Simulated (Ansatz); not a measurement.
# Energy of Zr along a strain of the cell

System: Zr (R-3m, 1 atom in the cell).
Method: DFT, PBE, all-electron PAW with datasets made for the crystal, scalar-relativistic, no spin polarisation (Ansatz 0.2.0).

The 6 runs differ only in the geometry, by a strain of the cell at fixed fractional positions. Against run 4, the strain is εxx = −0.01 η, εxy = η, εxz = η, εyy = −0.01 η, εyz = η and εzz = −0.01 η. The structure derives from an entry of the Crystallography Open Database.

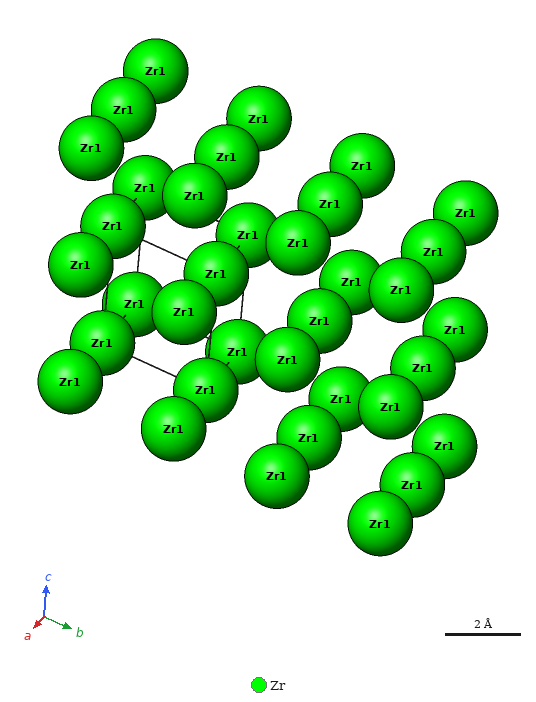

Figure 1. The structure of run 4 (spheres-only view of the cell of the calculation, repeated 2 × 3 × 2, seen slightly off an axis; atoms are numbered from 1 in the order of the input).

**Input of run 4**
```yaml
crystal:
  lattice:
    - [-1.7919, 1.81, 1.81]
    - [1.81, -1.7919, 1.81]
    - [1.81, 1.81, -1.7919]
  atoms:
    - { symbol: Zr, position: [0.0, 0.0, 0.0] }
kpoints:
  mp_grid: { grid: [14, 14, 14] }
scf:
  occupations: { method: fermi_dirac, width: 0.08 }
hamiltonian:
  xc: pbe
  pseudopotentials: { kind: all_electron, datasets: crystal }
output:
  forces: true
  stress: true
  eigenvalues: true
  efg: { contact_densities: true }
```

Command:
```bash
ansatz run input.yaml --threads 1 --pin off --max-ram 3072MiB --backend cpu --events-out ev --progress --plain --runs-dir out
```

Lattice vectors (Å) and fractional positions of run 4:
```
  -1.791900    1.810000    1.810000
   1.810000   -1.791900    1.810000
   1.810000    1.810000   -1.791900
Zr  0.000000  0.000000  0.000000
```

Run 2 differs from it as follows:
```diff
-    - [-1.7919, 1.81, 1.81]
-    - [1.81, -1.7919, 1.81]
-    - [1.81, 1.81, -1.7919]
+    - [-1.8462, 1.81, 1.81]
+    - [1.81, -1.8462, 1.81]
+    - [1.81, 1.81, -1.8462]
```

**Results, with one run withheld**

```csv
run,strain parameter η (%),"free energy per atom, from the lowest run given (meV)",pressure (GPa)
1,−1.9901,4.26,−2.96
2,−1.4926,?,?
3,−0.9951,0.00,−3.01
4,0.0000,0.04,−3.01
5,0.4975,2.02,−2.99
6,0.9951,5.38,−2.96
```

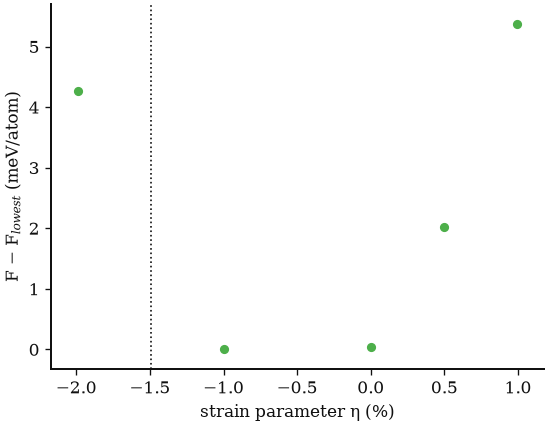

Figure 2. Free energy per atom of the runs given; the dotted line marks run 2.

Estimate the energy of run 2 from the others.

A cubic polynomial in the coordinate, fitted to the 5 runs given, misses them by at most 0.02 meV per atom. With x = η + 0.2985, it reads F = −0.47282 + 1.0055 x + 2.5177 x² + 0.159 x³ (meV per atom). At run 2 it gives 1.65 meV per atom, and the run itself gives 1.70. The fit has its minimum at η = −0.5021 %.

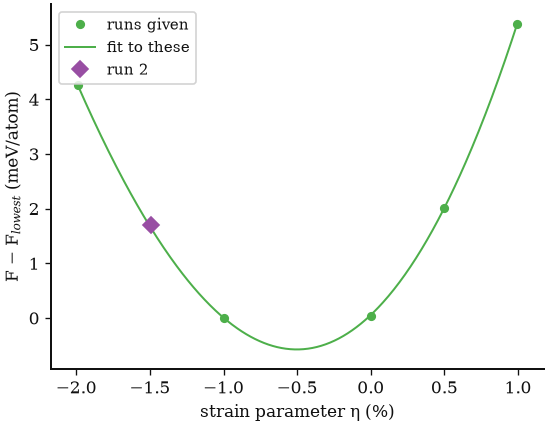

Figure 3. The fit and the withheld run.

**Output, shortened to warnings, some set-up lines, iterations and results (run 2)**
```
Basis set: ecut = 240 eV, 201 PW (Γ), exchange–correlation on 32×32×32 points (8 copies of the dense FFT grid, shifted against one another)
Symmetry: 12 space group operations
k-points: 288 of 2744
Initial density: superposition of atomic densities (neutral atoms: chi_scale 0, normalization atom)
[...]
SCF iter   1: F=—  HF=-97927.112939 eV  |F-HF|=—  |Δ(HF+E_count)|=         —  Δρ=2.58e-2  dr2=2.21e-1  ethr=1.82e-3  ⟨swp⟩=2.8  Hψ=17133  notcnv=0
SCF iter   2: F=—  HF=-97927.054306 eV  |F-HF|=—  |Δ(HF+E_count)|=   5.86e-2  Δρ=1.50e-2  dr2=7.63e-2  ethr=1.82e-3  ⟨swp⟩=2.0  Hψ=8353  notcnv=0  defer=1
SCF iter   3: F=—  HF=-97927.036149 eV  |F-HF|=—  |Δ(HF+E_count)|=   1.82e-2  Δρ=3.90e-3  dr2=3.42e-3  ethr=2.84e-5  ⟨swp⟩=2.0  Hψ=13726  notcnv=0  defer=4
SCF iter   4: F=—  HF=-97927.036610 eV  |F-HF|=—  |Δ(HF+E_count)|=   4.61e-4  Δρ=6.68e-4  dr2=6.07e-5  ethr=2.84e-5  ⟨swp⟩=2.7  Hψ=5327  notcnv=0  defer=2
SCF iter   5: F=—  HF=-97927.036711 eV  |F-HF|=—  |Δ(HF+E_count)|=   1.01e-4  Δρ=1.04e-4  dr2=2.56e-6  ethr=5.06e-7  ⟨swp⟩=3.0  Hψ=7689  notcnv=0
SCF iter   6: F=—  HF=-97927.036714 eV  |F-HF|=—  |Δ(HF+E_count)|=   3.25e-6  Δρ=5.76e-5  dr2=4.82e-7  ethr=2.14e-8  ⟨swp⟩=3.0  Hψ=6887  notcnv=0
SCF iter   7: F=—  HF=-97927.036714 eV  |F-HF|=—  |Δ(HF+E_count)|=   8.75e-8  Δρ=1.25e-5  dr2=3.30e-8  ethr=4.02e-9  ⟨swp⟩=3.0  Hψ=6011  notcnv=0
SCF iter   8: F=-97927.036714 eV  HF=-97927.036714 eV  |F-HF|=2.33e-10  |Δ(HF+E_count)|=   6.98e-9  Δρ=2.32e-6  dr2=6.18e-10  ethr=2.75e-10  ⟨swp⟩=2.3  Hψ=5174  notcnv=0
SCF 1 converged in 8 iterations: F = -97927.036714 eV  dr2 = 6.18e-10
  Residual-converged pass: ⟨swp⟩=3.0  Hψ=6353  notcnv=0  max |occ|·‖R‖ = 3.7e-6 eV (tolerance 3.7e-6 eV)  dr2=6.48e-10  dr2_onsite=4.89e-10  max |Δocc| = 4.9e-9
SCF converged after 8 iterations
Free energy (F): -97927.036714 eV
Harris-Foulkes:  -97927.036714 eV  (|F-HF|=2.33e-10)
Internal energy: -97926.995516 eV  (E = F + TS)
E sigma→0 (E₀):  -97927.016115 eV
Entropy (-TS):   -0.041197 eV (-41.197 meV/atom)
Past the cutoff: the bands carry plane waves up to 1.75 times it, of which those up to 1.5 times it add -0.000280 eV an atom, each by itself; the spheres take 0.000178 eV an atom off the energy for waves past 1.75 times it
By the cutoff:   a pressure is off by up to 0.005 GPa (1.2 times the spheres' own share and the shells' term, over an atom's volume, and 0.004 GPa: a bound that held against runs at twice the plane waves)
Past the cutoffs: a stress includes 0.0009 GPa for waves and charges beyond them, in addition to the slope of what the spheres take
In the spheres:  the bands' charges fall short by 3.4e-7 e at most (sound up to 1e-3)
Fermi energy:    15.159997 eV
--- Per-component energies (eV) ---
  E_band       = -79.215338
  E_kinetic    = 181.332042
  E_local      = -462.466429  (includes V_loc(G=0)·N_el)
  E_nonlocal   = 63.579872
  E_hartree    = 230.265599
  E_xc         = -82.611426
  E_vxc        = -107.585326  (∫ρ·V_xc dr)
  E_paw        = -98449.382799  (= ΣΔE_a)
  E_vpaw       = -1849.148048  (= ΣTr[D̂ρ^β])
  E_ewald      = -1042.254363
  E_smearing   = -0.041197  (= −TS)
  E_closure    = 1634.541987  (closes the sum)
  Σ components = -97927.036714   (vs F -97927.036714, Δ=0.00e0)
  The terms above E_closure are by the made datasets' own strengths, without shells solved beside the bands.
--- Forces (eV/Å), atoms counted from 1 ---
  atom   1  Zr     0.00000000     0.00000000     0.00000000
  max |Σ_I F_I| component: 5.75e-32 eV/Å
--- Stress (GPa, compression-positive) ---
       -2.996691       0.513702       0.513702
        0.513702      -2.996691       0.513702
        0.513702       0.513702      -2.996691
  P = ⅓ Tr σ = -2.9967 GPa (-29.967 kbar)
--- PAW observables at the nuclei: V_zz in 10²¹ V/m², potentials from the cell's mean, atoms counted from 1 ---
  atom   1  Zr V_zz =    +2.329055   η = 0.0000   by run symmetry: allowed
            electrostatic potential = -5927.869101 V   contact ρ = 490600.940495 e/Å³
```

Warnings of the run: the field gradients leave out spin–orbit coupling.
